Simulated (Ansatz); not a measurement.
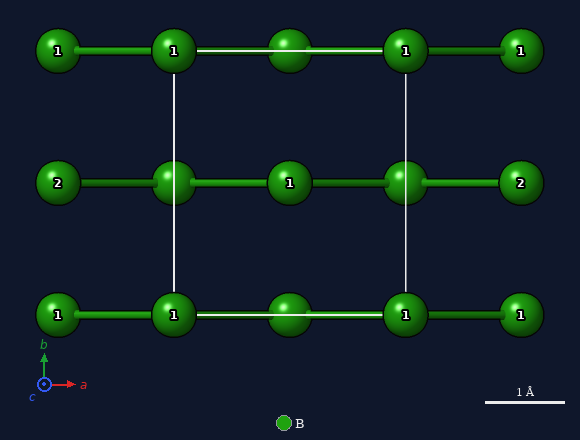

A crystal of B (built on the iodine_64 type), before the relaxation. The picture is a ball-and-stick view of the conventional cell (4 times the calculation's cell), seen along the c axis. Lengths and directions refer to the drawn axes.

Case: iodine type (Cmce, No. 64).

Level of theory: Ansatz, DFT PBEsol, scalar-relativistic, plane waves, PAW.

Input file:
```yaml
crystal:
  lattice:
    - [0.0, 1.6730910378, 2.7034133461]
    - [1.4677542984, 0.0, 2.7034133461]
    - [1.4677542984, 1.6730910378, 0.0]
  atoms:
    - { symbol: B, position: [0.1569117121, 0.1569117121, 0.8430882879] }
    - { symbol: B, position: [0.8430882879, 0.8430882879, 0.1569117121] }
basis:
  ecutwfc: 420
kpoints:
  mp_grid: { grid: [26, 26, 26] }
hamiltonian:
  xc: pbesol
scf:
  occupations: { method: gaussian, width: 0.1 }
output:
  forces: true
  stress: true
  eigenvalues: true
relax:
  adjacent_minimum: "off"
  f_tol: 0.01
  max_steps: 80
  cell: { stress_tol: 0.05 }
```

### Where does the relaxation end?

Over 4 accepted moves (6 points after the start) the energy falls by 0.4 meV per atom. The largest force component goes from 0.07 to 0.00018 eV/Å. The pressure goes from 0.49 to 0.01 GPa. At 2 points the geometry stayed and the basis and grid were re-selected for the new cell (energy shift of 0.1 meV per atom at most each time). No atom moves by more than 0.005 Å relative to the cell. Cell: a 2.936 → 2.940 Å (+0.2 %), b 3.346 → 3.366 Å (+0.6 %), c 5.407 → 5.395 Å (−0.2 %). Volume +0.5 %. Among the contacts that change: B1–B2 1.697 → 1.692 Å. The space group stays Fmmm (No. 69).

History of the run:

| step | E − E(0), meV/atom | largest force component, eV/Å | pressure, GPa | volume, Å³/atom | note |
| --- | --- | --- | --- | --- | --- |
| 0 | 0.00 | 0.0702 | 0.49 | 6.639 |  |
| 1 | -0.33 | 0.0516 | 0.50 | 6.653 |  |
| 2 | -0.37 | 0.0151 | 0.20 | 6.667 |  |
| 3 | -0.36 | 0.0034 | 0.00 | 6.674 |  |
| 4 | -0.43 | 0.0034 | 0.02 | 6.674 | same geometry, new basis |
| 5 | -0.43 | 0.0002 | 0.01 | 6.673 |  |
| 6 | -0.43 | 0.0002 | 0.01 | 6.673 | same geometry, new basis |

The structure at the end:

```
CELL_PARAMETERS angstrom
0.00000 1.68286 2.69754
1.47006 0.00000 2.69754
1.47006 1.68286 0.00000
ATOMIC_POSITIONS crystal
B 0.15684 0.15684 0.84316
B 0.84316 0.84316 0.15684
```
